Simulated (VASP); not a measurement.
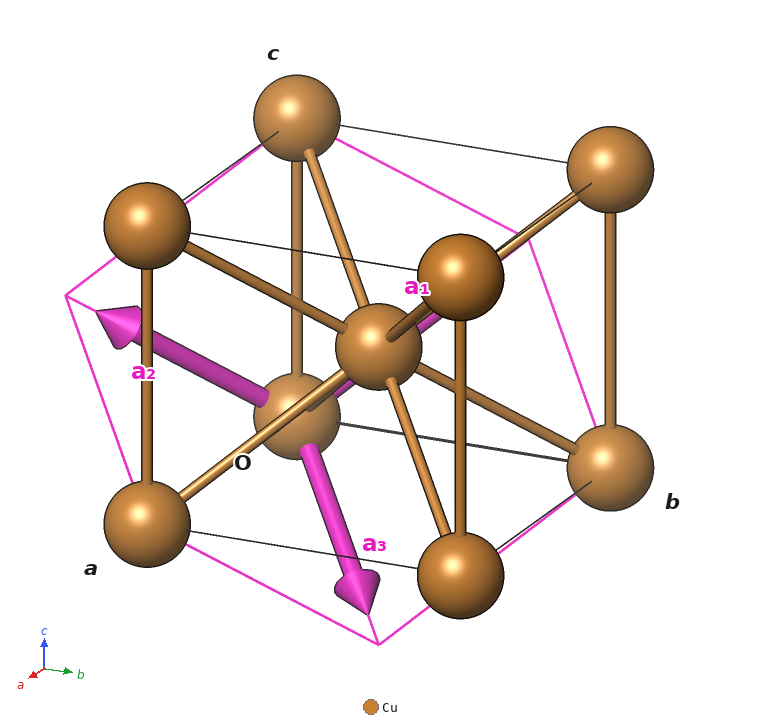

The conventional cell (thin) and a primitive cell (coloured, vectors a₁, a₂, a₃). Crystal: Cu, the geometry relaxed with VASP Kohn-Sham DFT of a periodic cell, LDA, VASP PAW LDA potentials, recommended in VASP 6.6.1. The drawing is computed from the coordinates (standard cell, symmetry found to 0.002 Å).

a = 2.886 Å, b = 2.886 Å, c = 2.638 Å, α = 90.00°, β = 90.00°, γ = 90.00°.

Q: What is the centring, and how are the primitive vectors built?

A: I, body-centred tetragonal, with lattice points at (0, 0, 0), (1/2, 1/2, 1/2). a₁ = −1/2 a + 1/2 b + 1/2 c; a₂ = 1/2 a − 1/2 b + 1/2 c; a₃ = 1/2 a + 1/2 b − 1/2 c.

Q: Give the primitive cell's size and content.

A: Edges 2.430, 2.430, 2.430 Å; angles 107.13°, 107.13°, 114.26°; volume 10.99 Å³, 1/2 of the conventional cell; 1 of its 2 atoms.
